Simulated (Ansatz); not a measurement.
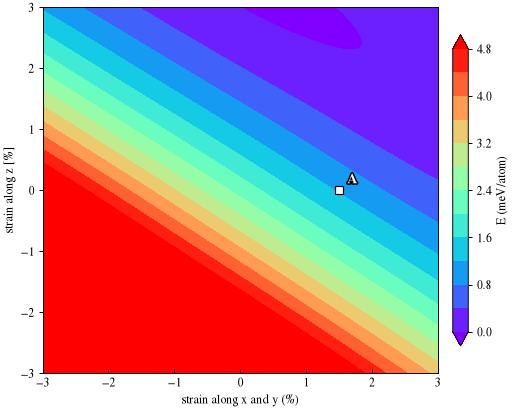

H (Cmce, No. 64; 4 atoms in the cell). 
- The cell is strained homogeneously, by one strain along x and y and another along z, with fractional coordinates fixed (x along [1 0 0], z along [0 0 1] of the conventional cell).
- The first coordinate is: strain along x and y; the second: strain along z.
- The grid has 5 × 5 points.
- All energies are given in meV/atom relative to the lowest grid point.
- The reference cell is the one listed in the database, not relaxed at this level.
- Computed with DFT PBEsol, scalar-relativistic, plane waves, PAW (Ansatz). Settings: cutoff 420 eV, k-mesh 6×6×6, gaussian smearing 0.05 eV, no spin polarisation.

Drawn: filled contours, one colour for all values above the top of the scale, the point A. Between grid points the surface is interpolated.

**Is A at rest? If not, where is it pushed?**

A, at strain along x and y = 1.5 %, strain along z = 0.0 %, is not a stationary point. The computed force is 0.59 meV/atom for each 1 % towards larger values of strain along x and y and 0.88 meV/atom for each 1 % towards larger values of strain along z.
